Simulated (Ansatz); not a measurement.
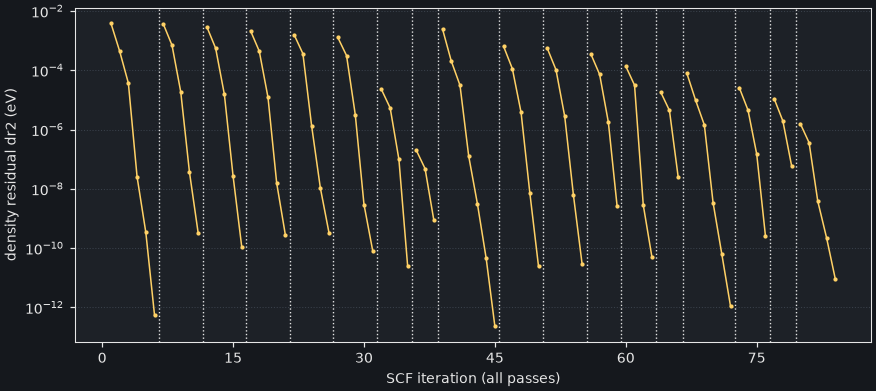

The plot shows the SCF iterations of a calculation: density residual dr2. Each stretch between dotted lines is the SCF of one geometry step of a relaxation. The starting density is a sum of atomic densities corrected by a trained network. Passes 9, 15 and 18 re-solve the same geometry on a plane-wave basis chosen afresh for the new cell.

Na (1 atom in the cell), run with Ansatz.

```
crystal:
  lattice:
    - [0.0, 1.79536365, 1.79536365]
    - [1.79536365, 0.0, 1.79536365]
    - [1.79536365, 1.79536365, 0.0]
  atoms:
    - { symbol: Na, position: [0.0, 0.0, 0.0] }
basis:
  ecutwfc: 420
kpoints:
  mp_grid: { grid: [14, 14, 14] }
hamiltonian:
  xc: pbe
  dispersion: d3bj
scf:
  occupations: { method: gaussian, width: 0.1 }
  max_iter: 60
output:
  forces: true
  eigenvalues: true
  stress: true
relax:
  adjacent_minimum: "off"
  f_tol: 0.01
  max_steps: 60
  cell: { stress_tol: 0.1 }
```

Command:
```bash
ansatz run input.yaml --threads 1 --pin off --max-ram 2560MiB --backend cpu --events-out ev --progress --plain --runs-dir out
```

### Did the calculation converge?

Converged, in 84 iterations in all. There are 18 passes, of 3 to 7 iterations. In pass 9, the residual falls at every step. The relaxation met its thresholds.

### Is anything amiss with this input?

The input holds a fault (a lattice far too small). The SCF closed all the same, which doesn't make the results meaningful for the real system.
